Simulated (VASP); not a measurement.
```
Cr
1.0
     2.71400    0.00000    0.00000
    -1.35700    2.35039    0.00000
     0.00000    0.00000    4.41000
Cr
2
Direct
  0.33333 0.66667 0.25000
  0.66667 0.33333 0.75000
```

Space group P6₃/mmc; computed pressure about −16 GPa in this cell; spin-polarised.

Method: Kohn-Sham DFT of a periodic cell, r2SCAN, VASP PAW PBE potentials, recommended (VASP).

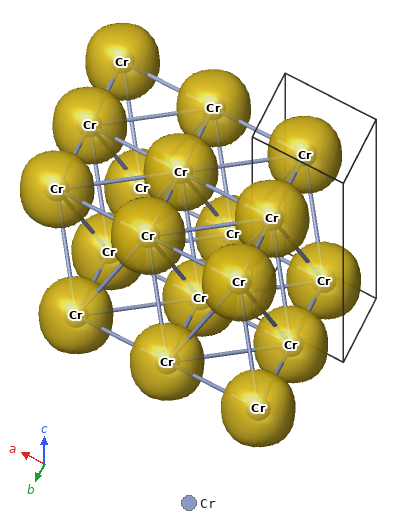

Cr. Isosurfaces of the magnetisation density (up minus down) at +0.2 (yellow) and −0.2 e/Å³ (cyan), seen at an oblique angle. Sticks mark near contacts.

The density is the valence pseudo-density of a PAW calculation; it isn't the true density close to the nuclei.

Where is the spin, and how is it ordered?

The spin density sits on Cr: +2.0 μB (×2) in one cell of 2 atoms: parallel moments (a ferromagnetic arrangement) in this solution. The cell of the calculation (2 atoms) carries 4.0 μB of net spin moment. Only one sign reaches the isovalue.
